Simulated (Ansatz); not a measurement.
System: Zr₂O, space group Pn-3m (No. 224).

The given structure:
```yaml
crystal:
  lattice:
    - [4.84573, 0.00000, 0.00000]
    - [0.00000, 4.84573, 0.00000]
    - [0.00000, 0.00000, 4.84573]
  atoms:
    - { symbol: Zr, position: [0.25000, 0.25000, 0.75000] }
    - { symbol: Zr, position: [0.75000, 0.25000, 0.25000] }
    - { symbol: Zr, position: [0.25000, 0.75000, 0.25000] }
    - { symbol: Zr, position: [0.75000, 0.75000, 0.75000] }
    - { symbol: O, position: [0.00000, 0.00000, 0.00000] }
    - { symbol: O, position: [0.50000, 0.50000, 0.50000] }
```

Computed with Ansatz 0.2.0: deformation of a crystal at fixed volume, lengths along the axis scaled against those across it, fractional coordinates fixed, by plane-wave density functional theory with PAW datasets, free energies less that of the undisturbed cell, pressure positive in compression; scalar-relativistic. Level: r2SCAN, no spin polarisation.

- wave cutoff: 500 eV
- k mesh: 12×12×12
- occupations: Gaussian
- smearing width: 0.15 eV
- k shift: (0, 0, 0) (mesh steps)
- start: relaxed
- path: tetragonal
- axis direction: (0, 0, 1) (Cartesian unit vector)

What does the calculation give for the energy change and pressure against relative axial ratio? The relative axial ratio takes the values 0.707, 0.850, 1.000, 1.200, 1.414.

The energy change is 208 meV/atom at relative axial ratio 0.707 and 399 meV/atom at 1.414; the lowest computed point is at relative axial ratio 1.000 (0 meV/atom). The pressure goes from −4.889 GPa at relative axial ratio 0.707 to −2.619 GPa at 1.414, not monotonically, with a high of −0.059 GPa at 1.000.

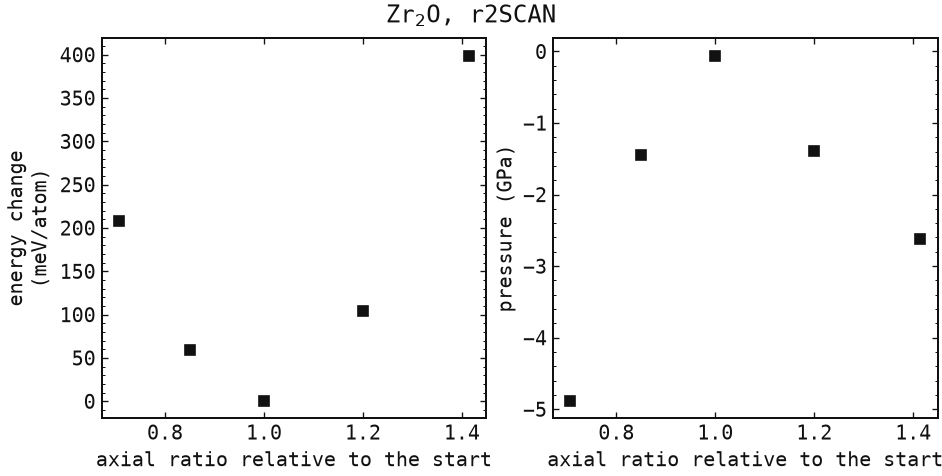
